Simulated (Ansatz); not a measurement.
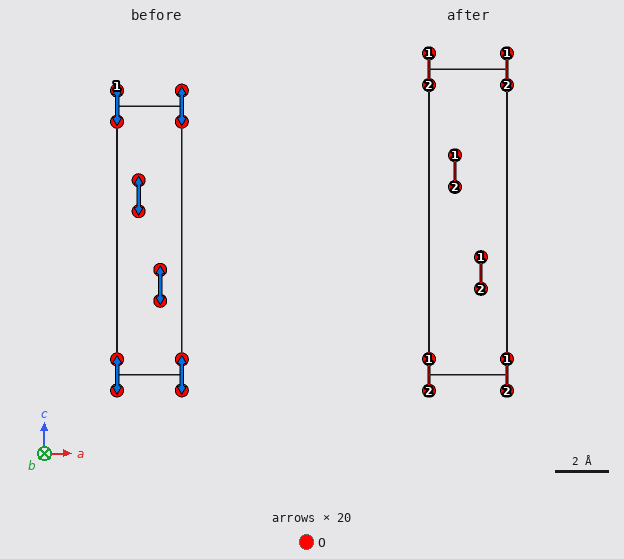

The structure of a crystal of O (set up in R-3m) (coarse preliminary run) before (left) and after (right) a relaxation, at one scale. The blue arrows give the displacements (the part carried along by the change of the cell is left out), magnified 20 times.

A ball-and-stick model of the conventional cell (3 times the calculation's cell), seen along the b axis. Lengths and directions refer to the drawn axes.

All numbers below come from DFT r2SCAN, scalar-relativistic, plane waves, PAW in Ansatz 0.2.0.

Input
```yaml
crystal:
  lattice:
    - [1.4233490221, 0.821770941, 3.4083]
    - [-1.4233490221, 0.821770941, 3.4083]
    - [0.0, -1.6435418821, 3.4083]
  atoms:
    - { symbol: O, position: [0.0577, 0.0577, 0.0577], spin: 0.61 }
    - { symbol: O, position: [0.9423, 0.9423, 0.9423], spin: 0.61 }
basis:
  ecutwfc: 500
kpoints:
  mp_grid: { grid: [12, 12, 12] }
hamiltonian:
  xc: r2scan
scf:
  occupations: { method: gaussian, width: 0.1 }
output:
  forces: true
  stress: true
  eigenvalues: true
  populations: true
magnetization:
  spin_polarized: true
relax:
  adjacent_minimum: "off"
  f_tol: 0.05
  max_steps: 80
  cell: { stress_tol: 0.5 }
```

Run as
```bash
ansatz run input.yaml --threads 1 --pin off --max-ram 2560MiB --backend cpu --events-out ev --progress --plain --runs-dir out
```

> What changed between the two?

Over 6 accepted moves (8 points after the start) the energy falls by 103 meV per atom. Largest force component: 2 eV/Å at the start, 0.033 eV/Å at the end. The pressure goes from 12.36 to 0.03 GPa. At 2 points the geometry stayed and the basis and grid were re-selected for the new cell (energy shift of 11.1 meV per atom at most each time). The largest moves relative to the cell, 0.068 Å, are those of O1 and O2. O2 goes along +c. The volume changes by +64.5 %, with a = b 2.847 → 3.423 Å (+20.3 %), c 10.225 → 11.631 Å (+13.8 %). Among the contacts that change: O1–O2 1.180 → 1.206 Å. The space group stays R-3m (No. 166). Cost: 2.9 min on 1 thread of Arm Neoverse V1, with other jobs on the host, peak memory 0.6 GiB.
